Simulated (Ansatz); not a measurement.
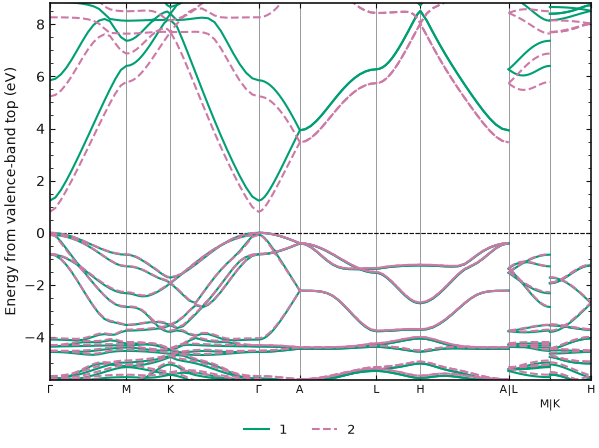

Band structures of wurtzite ZnO, space group P6_3mc, 4 atoms in the cell (a = 3.249 Å, c = 5.206 Å (hexagonal axes)), by two methods on the same cell. Each is counted from its own valence-band top.

Question: Which curve is which? The methods: r2SCAN, PBE.

Answer: 1 is r2SCAN; 2 is PBE. r2SCAN gives a gap of 1.23 eV along the path and PBE gives a gap of 0.80 eV along the path.

Settings. r2SCAN: Ansatz PAW, no spin polarisation, no spin-orbit coupling, 9×9×5 k mesh, 500 eV cutoff, Fermi-Dirac smearing of 0.05 eV (Ansatz 0.2.0). PBE: Ansatz PAW, no spin polarisation, no spin-orbit coupling, 9×9×5 k mesh, 420 eV cutoff, Fermi-Dirac smearing of 0.05 eV (Ansatz).

The cell is at 5 GPa in PBE and −1 GPa in r2SCAN. LDA, GGA and most meta-GGA functionals understate gaps. r2SCAN: the PAW data sets were made with another functional.
